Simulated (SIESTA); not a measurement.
# C: 7 runs along one coordinate

System: C (P6₃/mmc, 8 atoms in the cell).
Method: Kohn-Sham DFT of a periodic cell, SVWN5, PseudoDojo 0.4 standard NC, numerical atomic orbitals, no spin polarisation (SIESTA 5.4.2).

The 7 runs differ only in the geometry, by an even scaling of the cell at fixed fractional positions. The structure derives from an entry of the Crystallography Open Database.

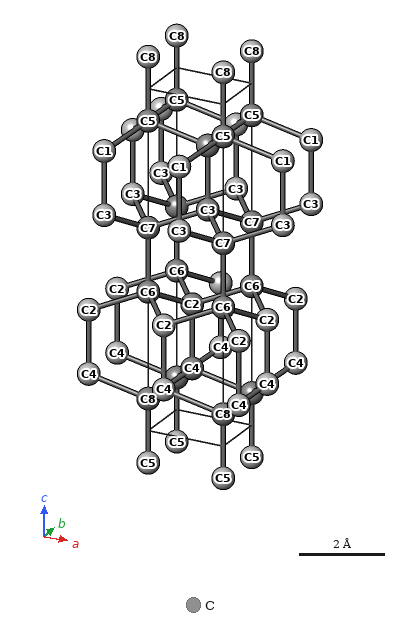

Figure 1. The structure of run 4 (ball-and-stick view of the cell of the calculation, seen slightly off an axis; neighbours outside the cell are drawn fainter; atoms are numbered from 1 in the order of the input).

### Input of run 4
```
SystemName                      Carbon
SystemLabel                     C
NumberOfSpecies                 1
NumberOfAtoms                   8
%block ChemicalSpeciesLabel
  1   6 C
%endblock ChemicalSpeciesLabel

LatticeConstant                 1.0 Ang
%block LatticeVectors
     2.5221000000     0.0000000000     0.0000000000
    -1.2610500000     2.1842026709     0.0000000000
     0.0000000000     0.0000000000     8.2371000000
%endblock LatticeVectors
AtomicCoordinatesFormat         Fractional
%block AtomicCoordinatesAndAtomicSpecies
     0.6666666667     0.3333333333     0.8437500000  1  C
     0.3333333333     0.6666666667     0.3437500000  1  C
     0.6666666667     0.3333333333     0.6562500000  1  C
     0.3333333333     0.6666666667     0.1562500000  1  C
     0.0000000000     0.0000000000     0.9062500000  1  C
     0.0000000000     0.0000000000     0.4062500000  1  C
     0.0000000000     0.0000000000     0.5937500000  1  C
     0.0000000000     0.0000000000     0.0937500000  1  C
%endblock AtomicCoordinatesAndAtomicSpecies

%block kgrid.MonkhorstPack
    8   0   0  0.0
    0   8   0  0.0
    0   0   3  0.0
%endblock kgrid.MonkhorstPack
%block XC.Mix
  2
  LDA LIBXC-00-LDA_X 1.0 0.0
  LDA LIBXC-00-LDA_C_VWN 0.0 1.0
%endblock XC.Mix
PAO.BasisSize                   DZP
PAO.EnergyShift                 0.002 Ry
Mesh.Cutoff                     500 Ry
OccupationFunction              FD
ElectronicTemperature           0.05 eV
MaxSCFIterations                120
SCF.MustConverge                false
SCF.Mixer.Method                Pulay
SCF.Mixer.Weight                0.25
SCF.Mixer.History               8
SCF.DM.Tolerance                5.0e-05
SCF.H.Tolerance                 1.0e-03 eV
WriteForces                     true
Charge.Mulliken                 end
```

Command:
```bash
siesta C.fdf > C.out 2>&1
```

Run 3 differs from it as follows:
```diff
-     2.5221000000     0.0000000000     0.0000000000
-    -1.2610500000     2.1842026709     0.0000000000
-     0.0000000000     0.0000000000     8.2371000000
+     2.5051726443     0.0000000000     0.0000000000
+    -1.2525863222     2.1695431509     0.0000000000
+     0.0000000000     0.0000000000     8.1818157839
```

### Results, with one run withheld

| run | volume per atom (Å³) | free energy per atom, from the lowest run given (meV) | pressure (GPa) | gap on the mesh (eV) |
| --- | --- | --- | --- | --- |
| 1 | 5.332 | 23.90 | 27.17 | 4.72 |
| 2 | 5.445 | 8.66 | 16.10 | 4.66 |
| 3 | 5.559 | ? | ? | ? |
| 4 | 5.672 | 0.00 | −3.19 | 4.55 |
| 5 | 5.785 | 5.26 | −11.54 | 4.49 |
| 6 | 5.899 | 16.20 | −19.15 | 4.43 |
| 7 | 6.012 | 32.26 | −26.14 | 4.38 |

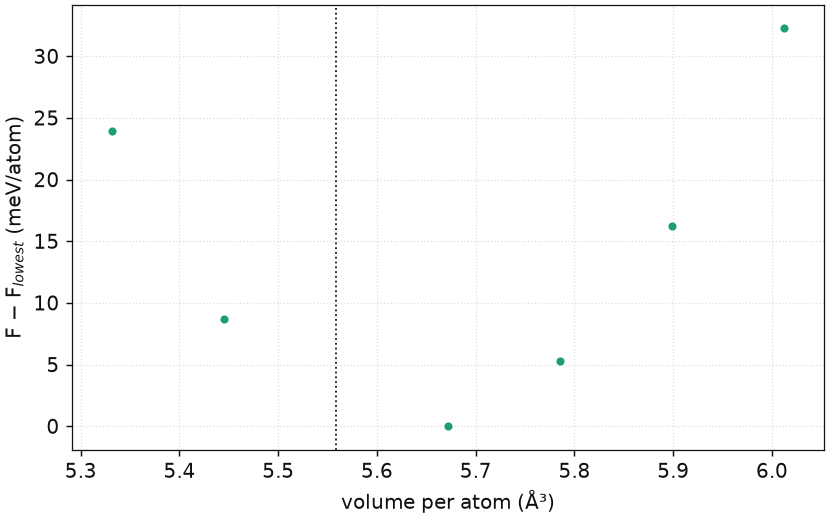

Figure 2. Free energy per atom of the runs given; the dotted line marks run 3.

Estimate the energy of run 3 from the others.

A cubic polynomial in V^(−2/3) (the Birch–Murnaghan form), fitted to the 6 runs given, misses them by at most 0.03 meV per atom. With x = V^(−2/3) − 0.31404 Å⁻², it reads F = 0.21779 − 680.38 x + 1.7888e+05 x² − 74678 x³ (meV per atom). At run 3 it gives 0.89 meV per atom, and the run itself gives 0.91. The slope of the fit gives a pressure −dF/dV of 5.94 GPa there, and the run prints 5.92 GPa. The fit has its minimum at 5.631 Å³ per atom, where V d²F/dV² gives 451 GPa. Cell shape and fractional positions are held, so this is the stiffness under even scaling; the relaxed bulk modulus wasn't computed. The gap on the mesh goes, without turning, from 4.72 eV in run 1 to 4.38 eV in run 7; run 3 has 4.60 eV. These are gaps of this functional on this mesh, which can miss the band edges; they aren't the measured gap.

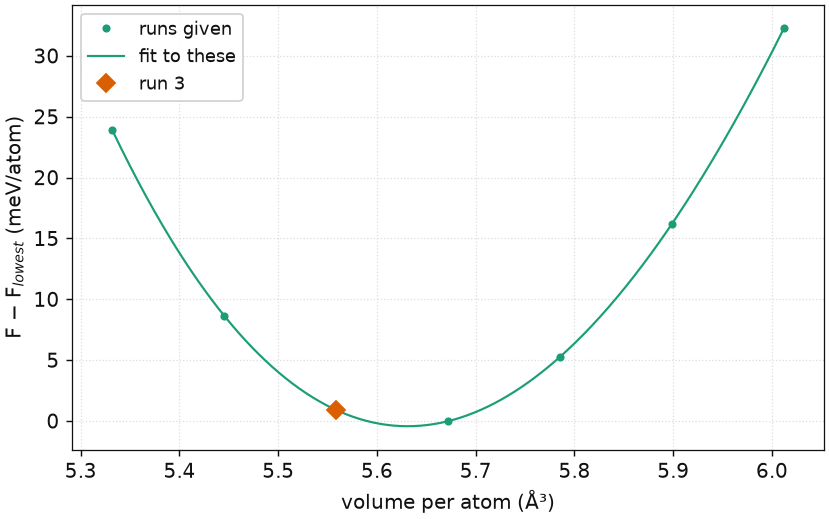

Figure 3. The fit and the withheld run.

### Some lines of the output (run 3)
```
[...]
outcell: Cell volume (Ang**3)        :     44.4688
stepf: Fermi-Dirac step function
siesta: Etot    =     -1311.320063
siesta: FreeEng =     -1311.320063
        iscf     Eharris(eV)        E_KS(eV)     FreeEng(eV)     dDmax    Ef(eV) dHmax(eV)
siesta: E_KS(eV) =            -1311.8967
siesta: E_KS - E_eggbox =     -1311.8967
siesta: Etot    =     -1311.896741
siesta: FreeEng =     -1311.896741
siesta:         Fermi =      -5.684772
siesta: Cell volume =         44.468825 Ang**3
    Orbital volume contribution        =           5.320403 eV
```

Notes on the run: xc_check: WARNING: Pseudopotential generated with LDA PW92 functional. With a small basis of atomic orbitals these values can differ much from converged plane-wave results.
